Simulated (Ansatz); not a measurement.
The cell of MgTe in space group P6_3mc. The cell is taken from a calculation's input that goes back to an entry of the Crystallography Open Database (an earlier step may have relaxed or displaced it).

```cif
data_structure
_symmetry_space_group_name_H-M 'P6_3mc'
_symmetry_Int_Tables_number 186
_cell_length_a 4.5400
_cell_length_b 4.5400
_cell_length_c 7.3950
_cell_angle_alpha 90.000
_cell_angle_beta 90.000
_cell_angle_gamma 120.000
_cell_volume 132.00
loop_
_atom_site_label
_atom_site_type_symbol
_atom_site_symmetry_multiplicity
_atom_site_Wyckoff_symbol
_atom_site_fract_x
_atom_site_fract_y
_atom_site_fract_z
_atom_site_occupancy
Mg1 Mg 2 b 0.33333 0.66667 0.00000 1
Te1 Te 2 b 0.33333 0.66667 0.37000 1
```

### Take as void every point where the procrystal density (the sum of the densities of spherically averaged neutral Hartree-Fock atoms) is below 0.01 e/bohr³. From Rb on the atoms have core potentials, so only their outer electrons count. What do the voids look like?

The voids take about 40 % of the cell (53 Å³ of 132.0 Å³) and are bounded by about 81 Å² of surface per cell. Where they connect, they form a three-dimensional network.

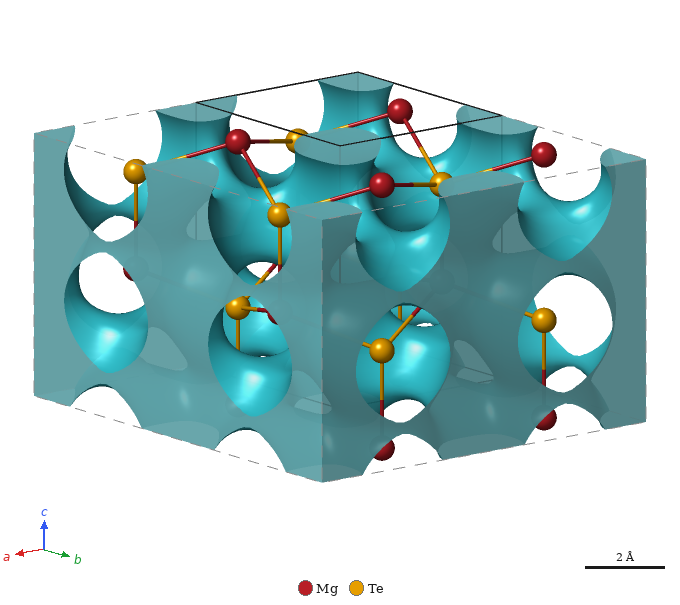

The voids drawn in 2×2×1 cells, view from a free direction. Pale faces close the region where the drawn box cuts it.
